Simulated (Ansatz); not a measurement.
## Geometry relaxation of GaP (part 3 of 3)

Continued. System: GaP (2 atoms in the cell). Method: DFT PBEsol, scalar-relativistic, plane waves, PAW, spin-polarised (Ansatz 0.2.0); cutoff 420 eV, 1×1×15 k-mesh, Gaussian smearing of 0.05 eV, collinear spins. The structure derives from an entry of the Crystallography Open Database. It belongs to a series of runs on one base structure; here: linear chain of atoms.

Geometry of the input (Å; fractional positions):
```
9.0000  0.0000  0.0000
0.0000  9.3000  0.0000
0.0000  0.0000  4.2389
Ga 0.5000  0.5000  0.0000
P  0.5000  0.5000  0.5000
```

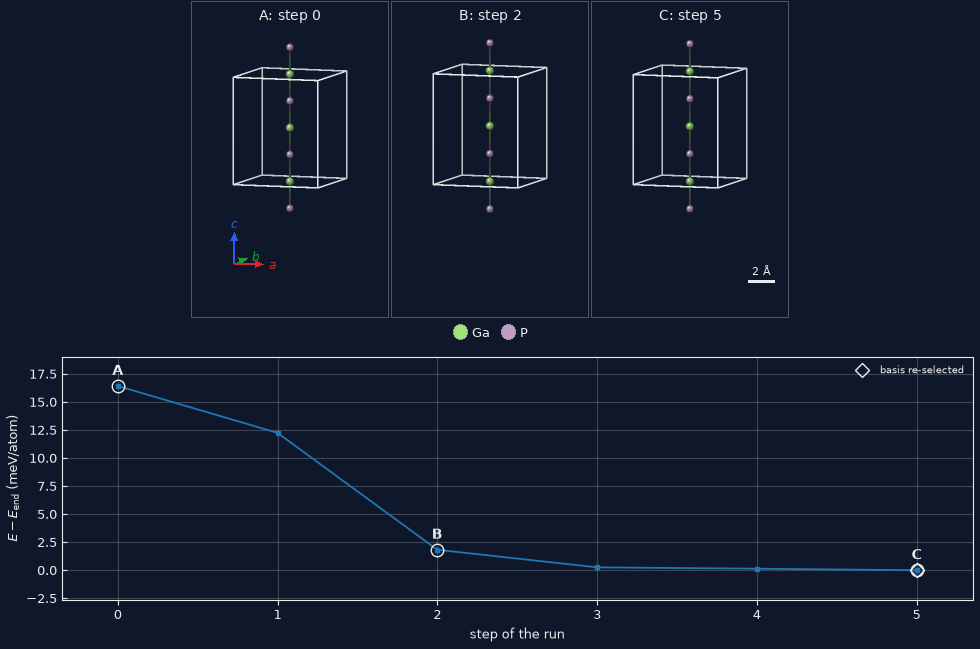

Frames of the relaxation (ball-and-stick view of the 2 repeat of the cell, with the vacuum cut short, with bonded neighbours outside it, seen slightly off an axis) above the curves, on which the letters mark them (the first geometry is step 0 here and step 1 in the log).

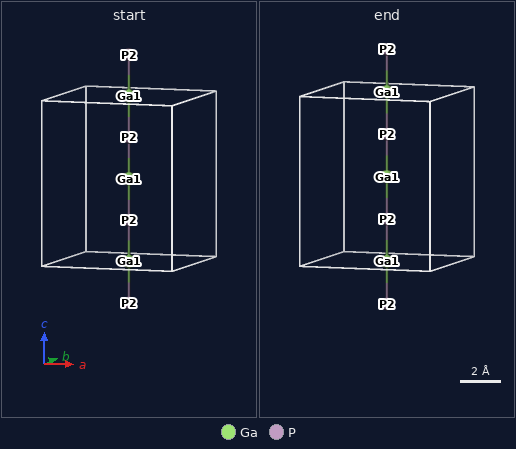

Before (left) and after (right) the relaxation, at one scale (ball-and-stick view of the 2 repeat of the cell, with the vacuum cut short, with bonded neighbours outside it, seen slightly off an axis). The atoms keep their places relative to the cell (all moves are under 0.005 Å). Along the periodic axis the drawn cell goes c 8.478 → 8.695 Å (+2.6 %). Among the contacts that change: Ga1–P2 2.119 → 2.174 Å. Over 4 geometry steps the energy falls by 16.3 meV per atom. All forces vanish by symmetry, so only the cell relaxes. A last SCF at the same geometry on a re-selected plane-wave basis shifts the energy by −0.1 meV per atom. (Atoms are counted from 1 in the order of the input.)

```
basis re-selected at this cell: Δ(F+E_penalty+E_count) = -2.745e-4 eV, ΔP = +0.001 GPa vs the last step (what re-selecting the basis moved, of the pressure what is left beyond the Pulay correction that the steps carried, after the strain that the cell walked since its last selection, with what the two solves' SCF thresholds leave and, on support functions, any second-order correction that the steps lacked; it is no measure of the basis error at this ecutwfc). This SCF's stress stands 5.27e-3 GPa from its target on what of the cell is left free (relax.cell.stress_tol is 3.00e-2 GPa) and its largest allowed force component is 7.89e-31 eV/Å (relax.f_tol is 1.00e-2 eV/Å): within both
WARN: The output density's exchange-correlation potential varies sharply where the density is thin. Do not read a vacuum level from v_tot or v_xc, or from such a field of the output density. On a cell that repeats whose density bears no net charge and no dipole along the vacuum's axis use v_es (v_loc + v_h of the components); under efield.dipole_correction with no amplitude use v_es + v_field, which holds any external_charges[].barrier, or the levels of the report's work_function block, which leave it out; under a non-zero efield.amplitude the vacuum is tilted and has no level; on a cell that repeats and bears such a dipole with no correction it is tilted too, and efield.dipole_correction with no amplitude gives each side of its ramp a level where efield: is served; in a cell that repeats whose density bears a net charge (total_charge, or a fill off its count) it is curved and has none; of a slab under crystal.periodic whose density bears no net charge use v_es, which has a level on each side, short of where the two are joined; of another it falls or rises all the way out and has none; of a slab beside external_charges read slab_vacuum_level instead, which it has where they leave it neutral. The grid or the basis barely resolves most such structure, and the values can differ between equally converged runs; as a rule a tighter scf.convergence.dr2_threshold does not remove it. Where the density itself ripples (under the LDA too) a higher basis.ecutwfc lessens it. The files hold the spikes' plane waves up to the density's cutoff. Files: v_tot_of_output_density and the like, and their columns of v_z.tsv (output.write_potential); v_xc_of_output_density and the like, and their columns of v_comp_z.tsv (output.write_potential_components). Measured: with its Gaussian average of σ = 0.25 Å subtracted twice, the exchange-correlation potential is over 0.1 eV at 2638 of the grid points where the equally averaged density (valence and model cores) is under 1e-3 e/Å³, and 1.17 eV at the most among them, at an averaged density of 5.3e-6 e/Å³. The input density's (outcome.potential() and, of a run that writes arrays, v_tot and v_xc) is over 0.1 eV, so measured, at 2661 points of its own thin density, 1.17 eV at the most. See output.write_potential in the manual, Limitations
SCF converged after 17 iterations
Magnetization: 0.4000 μB (9.2000 up, 8.8000 down)
Absolute magnetization: 0.4604 μB (∫|ρ↑−ρ↓|, with the PAW one-centre terms)
Spin contamination: 0.0029 ħ² per cell (⟨S²⟩ above its minimum at these occupations)
Per-site moments (μB) at R_I (Å): [(-0.005221057738262122, 0.8966229800041968), (0.15936990463205852, 0.8966229800041968)]
Free energy (F): -4480.588018 eV
Harris-Foulkes:  -4480.588018 eV  (|F-HF|=2.73e-12)
Internal energy: -4480.584257 eV  (E = F + TS)
E sigma→0 (E₀):  -4480.586137 eV
Entropy (-TS):   -0.003761 eV (-1.881 meV/atom)
Fermi energy:    -4.066651 eV
--- Per-component energies (eV) ---
  E_band       = -254.760662
  E_kinetic    = 182.141535
  E_local      = -4352.167945  (includes V_loc(G=0)·N_el)
  E_nonlocal   = 457.922498
  E_hartree    = 1992.642439
  E_xc         = -126.676118
  E_vxc        = -114.679807  (∫ρ·V_xc dr)
  E_paw        = -2500.333980  (= ΣΔE_a)
  E_vpaw       = -413.261691  (= ΣTr[D̂ρ^β])
  E_aug_tail   = -0.000115  (compensation charges beyond the density's cutoff)
  E_ewald      = -135.021645
  E_core_change = 0.909074  (= ΣΔE_core)
  E_smearing   = -0.003761  (= −TS)
  E_closure    = -0.000000  (closes the sum)
  Σ components = -4480.588018   (vs F -4480.588018, Δ=0.00e0)
--- Forces (eV/Å), atoms counted from 1 ---
  atom   1  Ga     0.00000000     0.00000000     0.00000000
  atom   2  P      0.00000000    -0.00000000     0.00000000
  max |Σ_I F_I| component: 1.58e-30 eV/Å
--- Stress (GPa, compression-positive) ---
        0.013860       0.000000       0.000000
        0.000000       0.009411      -0.000000
        0.000000      -0.000000      -0.005272
  P = ⅓ Tr σ = 0.0060 GPa (0.060 kbar)
--- Band table (eV; the first three rows and the last of 16) ---
  k-point 0 ↑: bands = ["-19.3047", "-18.9147", "-18.9146", "-18.8892", "-18.8892", "-14.0744", "-7.4165", "-5.3845", "-5.3843", "-4.9016", "0.2669", "1.2572", "1.2806", "1.5632"]
  k-point 1 ↑: bands = ["-19.2986", "-18.9150", "-18.9150", "-18.8892", "-18.8892", "-14.0594", "-7.7105", "-5.3523", "-5.3520", "-4.5358", "0.3012", "1.0673", "1.0830", "1.5981"]
  k-point 2 ↑: bands = ["-19.2813", "-18.9161", "-18.9160", "-18.8892", "-18.8891", "-14.0151", "-8.3186", "-5.2567", "-5.2564", "-3.7125", "0.4042", "0.5731", "0.5797", "1.7028"]
  k-point 7 ↓: bands = ["-19.1606", "-18.9170", "-18.9170", "-18.8912", "-18.8912", "-13.2869", "-10.6215", "-3.8655", "-3.8647", "-2.0408", "-2.0393", "1.4194", "2.0211", "3.1001"]
--- Relaxed structure (5 steps of the walk, 5 accepted, 1 SCFs on fresh bases) ---
  F+E_penalty+E_count = -4480.58801778 eV   max|allowed force component| = 7.889e-31 eV/Å   (the final SCF, on the basis selected at the relaxed cell)
  cell:  # Å, volume = 363.8659 Å³
    - [9.0, -2.02881908235459e-127, -5.563479317349945e-128]
    - [-2.096446385099743e-127, 9.3, 1.5737287304471721e-80]
    - [-2.620307527672549e-128, 7.172907346375103e-81, 4.347262933353682]
  atoms:
    - { symbol: Ga, position: [0.5, 0.5, -2.3408381773460992e-97] }
    - { symbol: P, position: [0.5, 0.5, 0.49999999999999994] }
--- Löwdin populations: 2 sites ---
  site symbol       q [e]    m [muB]
     0     Ga     12.7743    -0.0493
     1      P      5.1150     0.4496
  spilling = 0.006148 (of n_electrons = 18.000000)
```

### File populations.tsv
```
# site	symbol	l	j	q_up	q_dn
# orbitals = lowdin
# n_electrons = 18.000000
# spilling = 0.006148
0	Ga	0_4S	-	0.622901	0.631004
0	Ga	1_4P	-	0.748202	0.791449
0	Ga	2_3D	-	4.991425	4.989342
1	P	0_3S	-	0.716799	0.708092
1	P	1_3P	-	2.065487	1.624634
```

### Trajectory as extended XYZ (Å, eV, eV/Å), 6 frames, from step=1 to step=6
```
2
Lattice="9.0000 0.0000 0.0000 0.0000 9.3000 0.0000 0.0000 0.0000 4.2389" Properties=species:S:1:pos:R:3:forces:R:3 step=1 energy=-4480.55517 pressure_GPa=0.21
Ga    4.5000    4.6500    0.0000    0.0000   0.0000   0.0000
P     4.5000    4.6500    2.1194    0.0000   0.0000   0.0000
2
Lattice="9.0000 0.0000 0.0000 0.0000 9.3000 0.0000 0.0000 0.0000 4.2641" Properties=species:S:1:pos:R:3:forces:R:3 step=2 energy=-4480.56353 pressure_GPa=0.27
Ga    4.5000    4.6500    0.0000    0.0000   0.0000   0.0000
P     4.5000    4.6500    2.1321    0.0000   0.0000   0.0000
2
Lattice="9.0000 0.0000 0.0000 0.0000 9.3000 0.0000 0.0000 0.0000 4.3772" Properties=species:S:1:pos:R:3:forces:R:3 step=3 energy=-4480.58437 pressure_GPa=-0.13
Ga    4.5000    4.6500    0.0000    0.0000   0.0000   0.0000
P     4.5000    4.6500    2.1886    0.0000   0.0000   0.0000
2
Lattice="9.0000 0.0000 0.0000 0.0000 9.3000 0.0000 0.0000 0.0000 4.3383" Properties=species:S:1:pos:R:3:forces:R:3 step=4 energy=-4480.58750 pressure_GPa=0.05
Ga    4.5000    4.6500    0.0000    0.0000   0.0000   0.0000
P     4.5000    4.6500    2.1692    0.0000   0.0000   0.0000
2
Lattice="9.0000 0.0000 0.0000 0.0000 9.3000 0.0000 0.0000 0.0000 4.3473" Properties=species:S:1:pos:R:3:forces:R:3 step=5 energy=-4480.58774 pressure_GPa=0.01
Ga    4.5000    4.6500    0.0000    0.0000   0.0000   0.0000
P     4.5000    4.6500    2.1736    0.0000   0.0000   0.0000
2
Lattice="9.0000 0.0000 0.0000 0.0000 9.3000 0.0000 0.0000 0.0000 4.3473" Properties=species:S:1:pos:R:3:forces:R:3 step=6 energy=-4480.58802 pressure_GPa=0.01
Ga    4.5000    4.6500    0.0000    0.0000   0.0000   0.0000
P     4.5000    4.6500    2.1736    0.0000   0.0000   0.0000
```

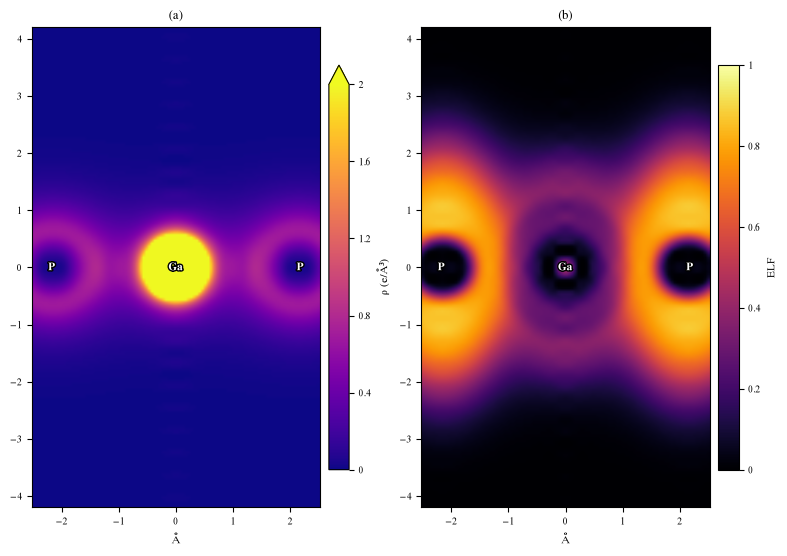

(a) valence pseudo-density; (b) electron localisation function on the (100) plane of the calculation cell, a cut from vacuum to vacuum. Atoms in the plane: Ga and P. Ga–P (2.17 Å): ρ is about 0.65 e/Å³ halfway; the ELF is about 0.60 at the midpoint. The density dies away to nearly zero in the vacuum. The strong features right at Ga lie inside the PAW spheres (semicore, d or f shells) and say nothing about bonding. In a PAW calculation such maps are meaningful between the atoms, not at the nuclei.

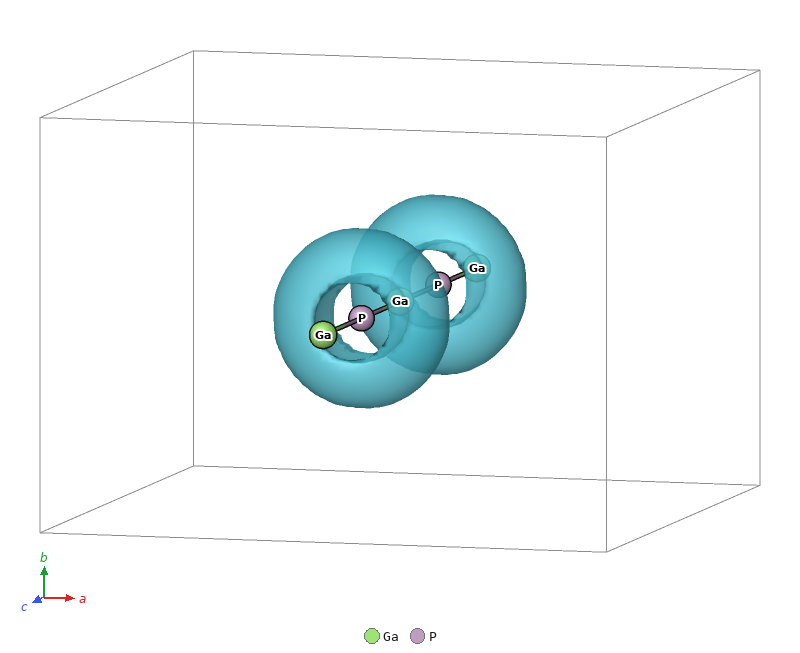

Isosurface of the ELF at 0.8 (cyan), seen from the side, at a tilt. Only the valence region is drawn (cores and ρ < 0.01 e/Å³ removed). Sticks mark near contacts. Counts are for one cell; the picture repeats the cell along the surface. Profiles from the grid: Ga–P (2.17 Å): the ELF is about 0.60 at the midpoint.

### Results in brief

| quantity | value |
| --- | --- |
| outcome | converged |
| electrons treated | 18 |
| free energy | −4480.5880 eV |
| Fermi energy | −4.067 eV |
| gap on the k-point mesh | none (metallic) |
| net moment of the cell | 0.40 μB |
| integrated absolute moment | 0.46 μB |
| final volume | 363.87 Å³ |
| largest force (length of the vector) at the end | under 0.001 eV/Å |
| wall time | 8.3 s (CPU time 16 s) |
| peak memory | 0.63 GiB |

### Remarks

Warnings of the run: the exchange-correlation potential is rough where the density is thin.
